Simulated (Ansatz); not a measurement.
Single-point calculation, with input and output: Pt

- system: Pt (1 atom in the cell)
- method: DFT r2SCAN, scalar-relativistic, plane waves, PAW, no spin polarisation (Ansatz 0.2.0)

The structure derives from an entry of the Crystallography Open Database. It belongs to a series of runs on one base structure; here: ratio of the length along [111] to the lengths across it x 1.2, volume and fractional coordinates fixed. Figures and captions count atoms from 1; the log counts them from 0 in places.

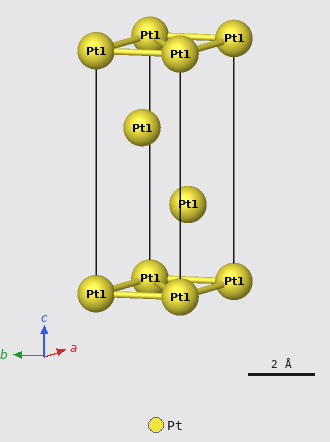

**Figure 1.** The input geometry (ball-and-stick view of the cell 3 times as large as that of the calculation, set on its symmetry axes, seen at an oblique angle; atoms are numbered from 1 in the order of the input). An atom can appear more than once, as a periodic image.

Key numbers

- outcome: converged
- space group (tolerance 0.01 Å): R-3m (166)
- electrons treated: 18
- free energy: −12536.5990 eV
- Fermi energy: 23.185 eV
- gap on the k-point mesh: none (metallic)
- pressure: 17.47 GPa
- largest force (length of the vector): under 0.001 eV/Å
- hardware: 1 thread of Intel Xeon @ 2.50GHz (Skylake/Cascade Lake), 189 GiB of memory available, shared host
- wall time: 76 s
- peak memory: 0.62 GiB

Notes

Spin–orbit coupling is left out, which matters for Pt. The cell is under a pressure of 17.5 GPa at this level, so it is not at its equilibrium volume.

The input
```yaml
crystal:
  lattice:
    - [0.2456605921, 2.0881150331, 2.0881150331]
    - [2.0881150331, 0.2456605921, 2.0881150331]
    - [2.0881150331, 2.0881150331, 0.2456605921]
  atoms:
    - { symbol: Pt, position: [0.0, 0.0, 0.0] }
basis:
  ecutwfc: 500
kpoints:
  mp_grid: { grid: [24, 24, 24] }
hamiltonian:
  xc: r2scan
scf:
  occupations: { method: gaussian, width: 0.15 }
output:
  forces: true
  stress: true
  eigenvalues: true
  write_density: true
  write_potential: true
  elf: true
  volumetric_format: npy
```

Command:
```bash
ansatz run input.yaml --threads 1 --pin off --max-ram 2560MiB --backend cpu --events-out ev --progress --plain --runs-dir out
```

What the program printed
```
Engine: ansatz 0.2.0, x86_64-unknown-linux-gnu
Pseudopotentials: kind: paw
Pseudopotential: Pt, paw, valence charge 18, recommended cutoff 500 eV (meta_gga), Pt.paw.azcp
Functional definition: r2SCAN
  parameter k0 = 0.174
  parameter k1 = 0.065
  parameter a1 = 4.9479
  exchange = r2scan_x(k0 = k0, k1 = k1, a1 = a1)
  correlation = r2scan_c
Crystal: 1 atoms, lattice volume = 15.011 Å³
Basis set: ecut = 500 eV, 381 PW (Γ), exchange–correlation on 96×96×96 points (64 copies of the dense FFT grid, shifted against one another)
Bands: 13, of which v1, the nominal top of the filled ones, is band 9 counted from 1 (8 counted from 0)
Symmetry: 12 space group operations
Space group: R-3m (ITA 166), of the structure as read, at distance tolerance 2.5e-5 Å
k-points: 1313 of 13824
Non-local potential: Pt, projectors of the file, l = 0: 3, l = 1: 2, l = 2: 2, l = 3: 1
PAW form: soft (Blöchl's): semilocal exchange-correlation on the pseudo side does not see the compensation charge
PAW frozen core: Pt, regenerated for the run's functional (the file was generated under x = pbe(κ = 0.804, μ = 0.2195149727645171), c = pbe(β = 0.06672455060314922))
PAW one-centre angular grid: Pt, 590 points (default); XC on 160 Gauss nodes
Initial density: superposition of atomic densities (neutral atoms: chi_scale 0, normalization atom), corrected by the library's trained network
Initial wavefunctions: pseudopotential atomic-orbital guess
Functional: x = r2scan, c = r2scan; τ floored in thin density (d = 2e-4 eV/Å³)
SCF iter   1: F=—  HF=-12536.596962 eV  |F-HF|=—  |Δ(HF+E_count)|=         —  Δρ=1.70e-2  dr2=3.09e-2  dr2_τ=1.76e-2  ethr=1.77e-3  ⟨swp⟩=4.9  Hψ=93620  notcnv=0
preconditioner: auto → none  [metal: Δε(μ)=0.005 eV  Ē_g=15.180 eV  σ=0.150 eV  W_gap=0.02  n_scr=2 (ndim 8)  ℏωp=30.3 eV  f_vac=0.000  D(μ)=1.04/eV (n_scr^D=14)  sad-step TF]
SCF iter   2: F=—  HF=-12536.598888 eV  |F-HF|=—  |Δ(HF+E_count)|=   1.93e-3  Δρ=8.35e-3  dr2=6.57e-3  dr2_τ=8.71e-4  ethr=1.72e-4  ⟨swp⟩=1.1  Hψ=27899  notcnv=0
SCF iter   3: F=—  HF=-12536.598906 eV  |F-HF|=—  |Δ(HF+E_count)|=   1.76e-5  Δρ=1.22e-3  dr2=1.32e-4  dr2_τ=1.14e-5  ethr=3.65e-5  ⟨swp⟩=2.1  Hψ=22620  notcnv=0
SCF iter   4: F=—  HF=-12536.598969 eV  |F-HF|=—  |Δ(HF+E_count)|=   6.33e-5  Δρ=2.66e-4  dr2=8.69e-6  dr2_τ=1.29e-6  ethr=7.34e-7  ⟨swp⟩=2.0  Hψ=23457  notcnv=0
SCF iter   5: F=—  HF=-12536.598970 eV  |F-HF|=—  |Δ(HF+E_count)|=   1.07e-6  Δρ=4.79e-5  dr2=1.87e-7  dr2_τ=4.93e-8  ethr=4.83e-8  ⟨swp⟩=2.7  Hψ=28032  notcnv=0
SCF iter   6: F=-12536.598970 eV  HF=-12536.598970 eV  |F-HF|=1.18e-8  |Δ(HF+E_count)|=   9.10e-8  Δρ=1.13e-5  dr2=6.62e-9  dr2_τ=1.49e-9  ethr=5.56e-10  ⟨swp⟩=8.5  Hψ=109274  notcnv=0
SCF 1 converged in 6 iterations: F = -12536.598970 eV  dr2 = 6.62e-9
  greatest PAW one-centre occupation: 1.000 electrons in one spin orbital (limit 2), on the Pt atom at site 0 (counted from 0), in its partial waves of l = 0
```

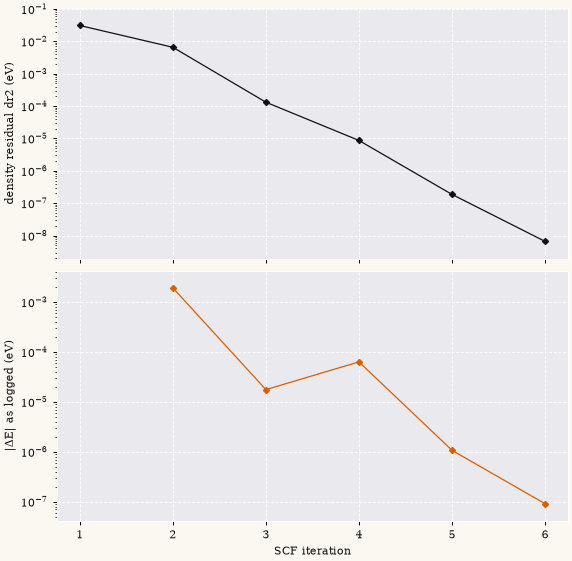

**Figure 2.** Convergence of the self-consistent field: density residual dr2 and size of the energy change against the SCF iteration. The residual falls at every step.

```
SCF converged after 6 iterations
Free energy (F): -12536.598970 eV
Harris-Foulkes:  -12536.598970 eV  (|F-HF|=1.18e-8)
Internal energy: -12536.587171 eV  (E = F + TS)
E sigma→0 (E₀):  -12536.593071 eV
Entropy (-TS):   -0.011799 eV (-11.799 meV/atom)
Fermi energy:    23.185487 eV
--- Per-component energies (eV) ---
  E_band       = -146.014079
  E_kinetic    = 640.316837
  E_local      = -1490.484737  (includes V_loc(G=0)·N_el)
  E_nonlocal   = 202.163000
  E_hartree    = 558.694713
  E_xc         = -250.983291
  E_vxc        = -338.754632  (∫ρ·V_xc dr)
  E_paw        = -9480.221308  (= ΣΔE_a)
  E_vpaw       = -298.256548  (= ΣTr[D̂ρ^β])
  E_aug_tail   = 0.000138  (compensation charges beyond the density's cutoff)
  E_vtau       = 21.611207  (kinetic-family band-sum trace: ∫τ·v_τ [+ j·A + Jᵃ·Aᵃ] dr)
  E_ewald      = -2715.841027
  E_core_change = -0.231494  (= ΣΔE_core)
  E_smearing   = -0.011799  (= −TS)
  E_closure    = 0.000000  (closes the sum)
  Σ components = -12536.598970   (vs F -12536.598970, Δ=0.00e0)
--- Forces (eV/Å), atoms counted from 1 ---
  atom   1  Pt     0.00000000     0.00000000     0.00000000
  max |Σ_I F_I| component: 8.22e-33 eV/Å
--- Stress (GPa, compression-positive) ---
       17.466849     -12.889974     -12.889974
      -12.889974      17.466849     -12.889974
      -12.889974     -12.889974      17.466849
  P = ⅓ Tr σ = 17.4668 GPa (174.668 kbar)
--- Band table (eV; the first three rows and the last of 1313) ---
  k-point 0: bands = ["-77.3379", "-30.6980", "-30.6980", "-30.6157", "12.7118", "17.9594", "19.4122", "19.4122", "22.0829", "22.0829", "37.2769", "41.1981", "46.2135"]
  k-point 1: bands = ["-77.3368", "-30.7117", "-30.7010", "-30.6156", "12.7976", "17.9972", "19.3631", "19.4731", "22.0227", "22.0550", "37.4173", "41.3225", "45.6366"]
  k-point 2: bands = ["-77.3335", "-30.7520", "-30.7098", "-30.6151", "13.0502", "18.1064", "19.2266", "19.6535", "21.8558", "21.9744", "37.8128", "41.6446", "44.5645"]
  k-point 1312: bands = ["-77.3241", "-30.8905", "-30.7201", "-30.7201", "14.8175", "19.2074", "19.2074", "21.7334", "23.1271", "23.1271", "26.8536", "39.5061", "46.2466"]
```

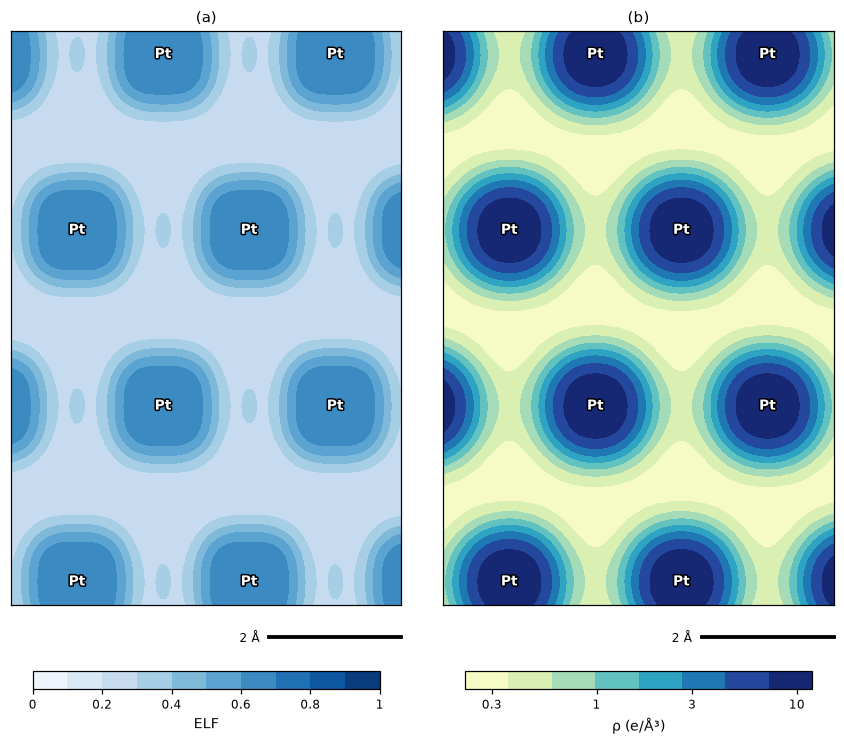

**Figure 3.** (a) ELF; (b) valence pseudo-density on the (101) plane of the conventional cell. Atoms in the plane: Pt. Pt–Pt (2.61 Å): the density is about 0.51 e/Å³ at the midpoint; the ELF is about 0.30 at the midpoint (no shared electron pair). Away from the nuclei the density in this plane falls to 0.22 e/Å³ at its lowest. The strong features right at Pt lie inside the PAW spheres (semicore, d or f shells) and say nothing about bonding. The fields are those of the smooth PAW valence density.

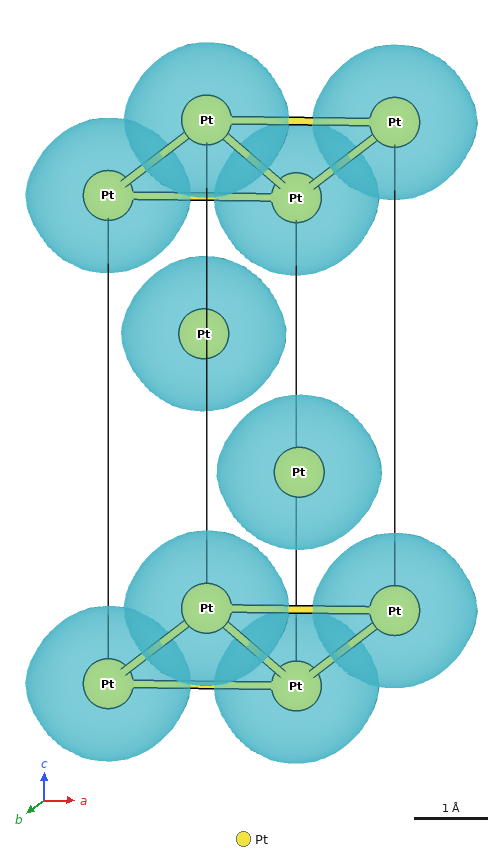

**Figure 4.** Isosurface of the valence electron density at 0.6 e/Å³ (cyan), seen at an oblique angle. Sticks mark near contacts. The outline is the cell set on symmetry axes. At this value the density breaks into separate islands; it holds about 80 % of the electrons treated as valence (semicore included). It is pinched off along the Pt–Pt (2.61 Å) contacts. On the grid the lowest density along these lines, outside the cores, is 0.51 e/Å³ (Pt–Pt, 2.61 Å).
